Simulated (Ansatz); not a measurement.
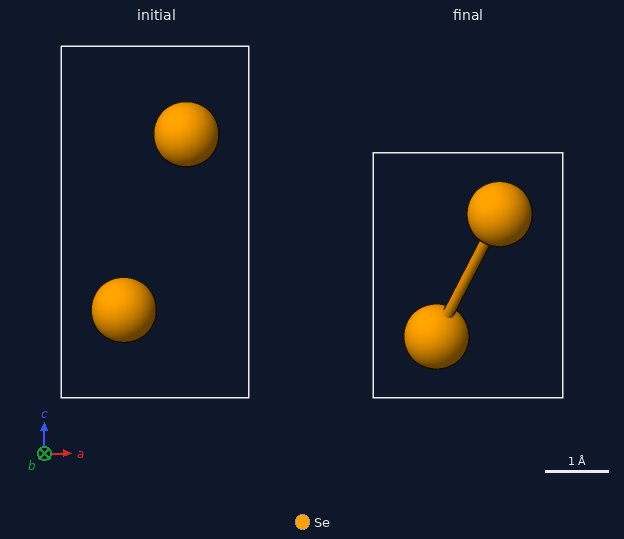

The structure of a crystal of Se (built on the hcp_194 type) (coarse preliminary run) before (left) and after (right) a relaxation, at one scale.

Style: ball-and-stick. Shown: the cell of the calculation, along the b axis.

Case: hcp type (P6_3/mmc, No. 194).

Theory: Ansatz 0.2.0, DFT PBEsol, scalar-relativistic, plane waves, PAW. Set-up: plane-wave cutoff 420 eV; k-point mesh 6 × 6 × 4; occupations gaussian; smearing width 0.1 eV; no spin polarisation; cell and atoms relaxed; force threshold 0.04 eV/Å; at most 70 steps.

Summarise the run.

Answer. No atom moves by more than 0.005 Å relative to the cell. The volume changes by −28.9 %, with a = b 3.447 → 3.482 Å (+1.0 %), c 5.594 → 3.899 Å (−30.3 %). Near-neighbour distances that change, for instance: Se–Se 3.433 → 2.800 Å. New bonds form: Se–Se (3.43 → 2.80 Å). The space group stays P6_3/mmc (No. 194). Over 9 accepted moves (11 points after the start) the energy falls by 875 meV per atom. All forces vanish by symmetry, so only the cell relaxes. The pressure goes from −12.90 to 0.29 GPa. The line search rejected the trial step at point 8 of the run. The SCF was repeated once at an unchanged geometry on a basis and grid sized afresh for the cell, which shifted the energy by 0.4 meV per atom at most. The run took roughly 7 core-seconds on a shared host.
